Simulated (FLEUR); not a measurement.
**Energy of TiB2 along an even scaling of the cell**

System: TiB2 (P6/mmm, 3 atoms in the cell).
Method: Kohn-Sham DFT of a periodic cell, LDA, all-electron, no spin polarisation (FLEUR MaX-R8.1 (later development tree)).

The 5 runs differ only in the geometry, by an even scaling of the cell at fixed fractional positions. The structure derives from an entry of the Crystallography Open Database.

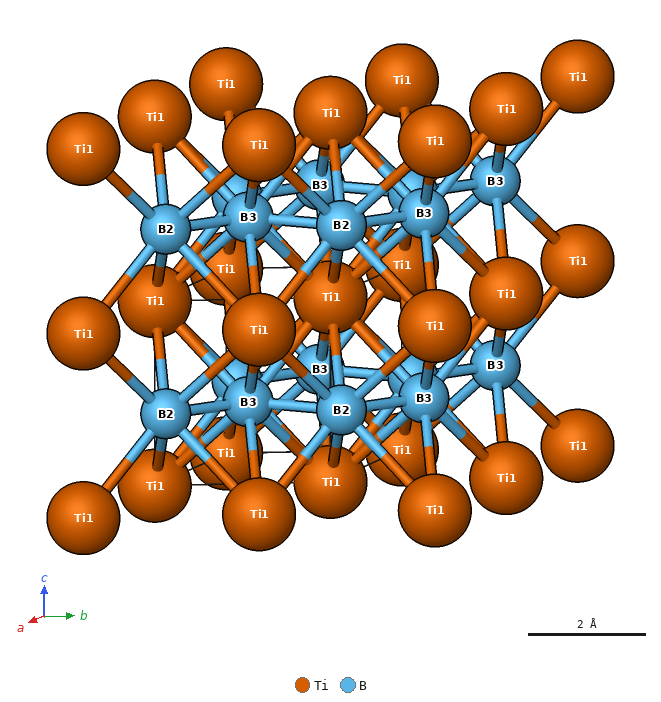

Figure 1. The structure of run 3 (ball-and-stick view of the cell of the calculation, repeated 2 × 2 × 2, seen slightly off an axis; atoms are numbered from 1 in the order of the input). An atom can appear more than once, as a periodic image.

**Input of run 3**
```
<?xml version="1.0" encoding="UTF-8" standalone="no"?>
<fleurInput fleurInputVersion="0.39">
   <comment>
      TiB2                                                                                                
   </comment>
   <calculationSetup>
      <cutoffs Kmax="4.86" Gmax="15.1" GmaxXC="15.1" numbands="0"/>
      <scfLoop itmax="60" minDistance="0.00001" maxIterBroyd="15" imix="Anderson" alpha="0.05" precondParam="0.0" spinf="2.0" sdNocoIR="T"/>
      <coreElectrons ctail="T" frcor="F" kcrel="0" coretail_lmax="0"/>
      <xcFunctional name="vwn" relativisticCorrections="F"/>
      <magnetism jspins="1"/>
      <soc l_soc="F" theta="0.0" phi="0.0" spav="F"/>
      <expertModes spex="0" secvar="F"/>
      <geometryOptimization l_f="F" forcealpha="1.0" forcemix="BFGS" epsdisp="0.00001" epsforce="0.00001"/>
      <ldaU l_linMix="F" mixParam="0.05" spinf="1.0"/>
   </calculationSetup>
   <cell>
      <bzIntegration valenceElectrons="18.0" mode="hist" fermiSmearingEnergy="0.00183747">
         <kPointListSelection listName="default-1"/>
         <!-- k-points included here -->
         <xi:include xmlns:xi="http://www.w3.org/2001/XInclude" href="kpts.xml"> </xi:include>
      </bzIntegration>
      <!-- symmetry operations included here -->
      <xi:include xmlns:xi="http://www.w3.org/2001/XInclude" href="sym.xml"> </xi:include>
      <bulkLattice scale="1.0000000000">
         <bravaisMatrix>
            <row-1>    5.7243583766383193     0.0000000000000000     0.0000000000000000</row-1>
            <row-2>   -2.8621791883191596     4.9574397744522232     0.0000000000000000</row-2>
            <row-3>    0.0000000000000000     0.0000000000000000     6.1007918206586398</row-3>
         </bravaisMatrix>
      </bulkLattice>
   </cell>
   <atomSpecies>
      <species name="Titanium (Ti)" element="Ti" atomicNumber="22">
         <mtSphere radius="2.56" gridPoints="873" logIncrement="0.014"/>
         <atomicCutoffs lmax="10" lnonsphr="10"/>
         <electronConfig flipSpins="F">
            <coreConfig>(1s1/2) (2s1/2) (2p1/2) (2p3/2)</coreConfig>
            <valenceConfig>(3s1/2) (3p1/2) (3p3/2) (4s1/2) (3d3/2) (3d5/2)</valenceConfig>
            <stateOccupation state="(3d3/2)" spinUp="0.400000" spinDown="0.400000"/>
            <stateOccupation state="(3d5/2)" spinUp="0.600000" spinDown="0.600000"/>
         </electronConfig>
         <energyParameters s="4" p="4" d="3" f="4"/>
         <lo type="SCLO" l="0" n="3" eDeriv="0"/>
         <lo type="SCLO" l="1" n="3" eDeriv="0"/>
         <lo type="SCLO" l="1" n="3" eDeriv="1"/>
         <lo type="SCLO" l="2" n="3" eDeriv="2"/>
         <lo type="SCLO" l="3" n="4" eDeriv="2"/>
      </species>
      <species name="Boron (B)" element="B" atomicNumber="5">
         <mtSphere radius="1.48" gridPoints="507" logIncrement="0.02"/>
         <atomicCutoffs lmax="8" lnonsphr="8"/>
         <electronConfig flipSpins="F">
            <coreConfig>(1s1/2)</coreConfig>
            <valenceConfig>(2s1/2) (2p1/2) (2p3/2)</valenceConfig>
            <stateOccupation state="(2p1/2)" spinUp="0.166667" spinDown="0.166667"/>
            <stateOccupation state="(2p3/2)" spinUp="0.333333" spinDown="0.333333"/>
         </electronConfig>
         <energyParameters s="2" p="2" d="3" f="4"/>
         <lo type="SCLO" l="0" n="2" eDeriv="2"/>
         <lo type="SCLO" l="1" n="2" eDeriv="2"/>
         <lo type="SCLO" l="2" n="3" eDeriv="2"/>
      </species>
   </atomSpecies>
   <atomGroups>
      <atomGroup species="Titanium (Ti)">
         <relPos label="                   1">.0000000000 .0000000000 .0000000000</relPos>
         <force calculate="T" relaxXYZ="TTT"/>
      </atomGroup>
      <atomGroup species="Boron (B)">
         <relPos label="                   2">-1.000/3.000 1.000/3.000 1.000/2.000</relPos>
         <relPos label="                   3">1.000/3.000 -1.000/3.000 1.000/2.000</relPos>
         <force calculate="T" relaxXYZ="TTT"/>
      </atomGroup>
   </atomGroups>
   <output dos="F" band="F" slice="F">
      <checks vchk="F" cdinf="F"/>
      <bandDOS minEnergy="-.5*Htr" maxEnergy="0.5*Htr" sigma="0.015" storeEVData="T"/>
      <vacuumDOS vacdos="F" integ="F" star="F" nstars="0" locx1="0.0" locy1="0.0" locx2="0.0" locy2="0.0" nstm="0" tworkf="0.0"/>
      <unfoldingBand unfoldBand="F" supercellX="1" supercellY="1" supercellZ="1"/>
      <plotting iplot="0" polar="F">
         <plot TwoD="T" vec1="  1.0  0.0  0.0" vec2="  0.0  1.0  0.0" vec3="  0.0  0.0  1.0" zero="  0.0  0.0  0.0" file="plot"/>
      </plotting>
      <chargeDensitySlicing numkpt="0" minEigenval="0.0" maxEigenval="0.0" nnne="0" pallst="F"/>
      <specialOutput eonly="F"/>
      <moessbauerParams electricFieldGradient="T" isomerShift="T" coreHyperfine="T" valenceHyperfine="T"/>
      <magneticCircularDichroism mcd="F" energyLo="-10.0" energyUp="0.0"/>
   </output>
  <!-- We include the file relax.xml here to enable relaxations (see documentation) -->
  <xi:include xmlns:xi="http://www.w3.org/2001/XInclude" href="relax.xml"> <xi:fallback/> </xi:include>
</fleurInput>
```

Command:
```bash
inpgen -f crystal.txt -profile fastHighL; fleur_MPI
```

Lattice vectors (Å) and fractional positions of run 3:
```
   3.029200    0.000000    0.000000
  -1.514600    2.623364    0.000000
   0.000000    0.000000    3.228400
Ti  0.000000  0.000000  0.000000
B   0.666667  0.333333  0.500000
B   0.333333  0.666667  0.500000
```

Run 2 has the same physical settings and fractional positions; its lattice vectors (Å) are:
```
   2.988260    0.000000    0.000000
  -1.494130    2.587909    0.000000
   0.000000    0.000000    3.184768
```

**Results, with one run withheld**

| run | volume per atom (Å³) | free energy per atom, from the lowest run given (meV) |
| --- | --- | --- |
| 1 | 8.039 | 0.00 |
| 2 | 8.210 | ? |
| 3 | 8.552 | 11.22 |
| 4 | 8.894 | 44.94 |
| 5 | 9.065 | 68.21 |

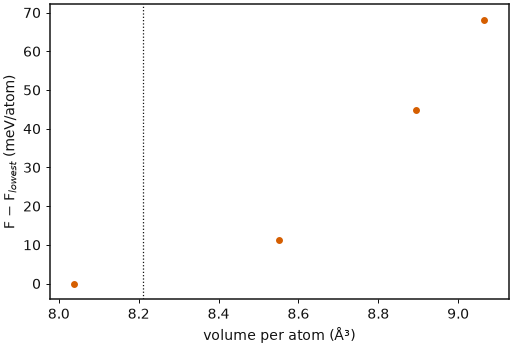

Figure 2. Free energy per atom of the runs given; the dotted line marks run 2.

Fit the runs given and predict run 2.

A quadratic polynomial in V^(−2/3) (the Birch–Murnaghan form), fitted to the 4 runs given, misses them by at most 0.01 meV per atom. With x = V^(−2/3) − 0.23782 Å⁻², it reads F = 16.638 − 4512.6 x + 2.6818e+05 x² (meV per atom). At run 2 it gives −2.27 meV per atom, and the run itself gives −2.26. The fit has its minimum at 8.184 Å³ per atom, where V d²F/dV² gives 283 GPa. Cell shape and fractional positions are held, so this is the stiffness under even scaling; the relaxed bulk modulus wasn't computed.

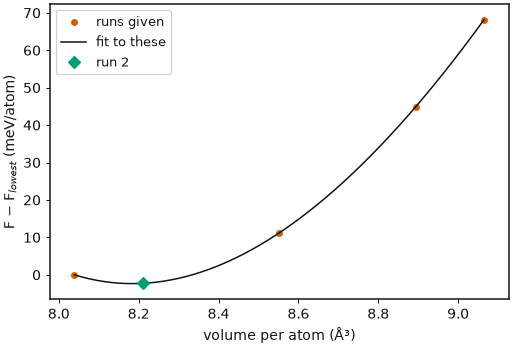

Figure 3. The fit and the withheld run.

**End of the output (run 2)**
```
[...]

 Iteration:     8   Distance:       0.04522869 me/bohr^3
Nuclear radius smaller than smallest radial mesh point for atom type 2 -- skipping its core isomer shift
Nuclear radius smaller than smallest radial mesh point for atom type 2 -- skipping its isomer shift

 Iteration:     9   Distance:       0.02966416 me/bohr^3
Nuclear radius smaller than smallest radial mesh point for atom type 2 -- skipping its core isomer shift
Nuclear radius smaller than smallest radial mesh point for atom type 2 -- skipping its isomer shift

 Iteration:    10   Distance:       0.00395849 me/bohr^3
Nuclear radius smaller than smallest radial mesh point for atom type 2 -- skipping its core isomer shift
Nuclear radius smaller than smallest radial mesh point for atom type 2 -- skipping its isomer shift

 Iteration:    11   Distance:       0.00357538 me/bohr^3
Nuclear radius smaller than smallest radial mesh point for atom type 2 -- skipping its core isomer shift
Nuclear radius smaller than smallest radial mesh point for atom type 2 -- skipping its isomer shift

 Iteration:    12   Distance:       0.00053790 me/bohr^3
Nuclear radius smaller than smallest radial mesh point for atom type 2 -- skipping its core isomer shift
Nuclear radius smaller than smallest radial mesh point for atom type 2 -- skipping its isomer shift

 Iteration:    13   Distance:       0.00006260 me/bohr^3
Nuclear radius smaller than smallest radial mesh point for atom type 2 -- skipping its core isomer shift
Nuclear radius smaller than smallest radial mesh point for atom type 2 -- skipping its isomer shift

 Iteration:    14   Distance:       0.00001402 me/bohr^3
Nuclear radius smaller than smallest radial mesh point for atom type 2 -- skipping its core isomer shift
Nuclear radius smaller than smallest radial mesh point for atom type 2 -- skipping its isomer shift

 Iteration:    15   Distance:       0.00000077 me/bohr^3

 ********************************************************************
 Run finished successfully
 Stop message:
   all done
 ********************************************************************
```
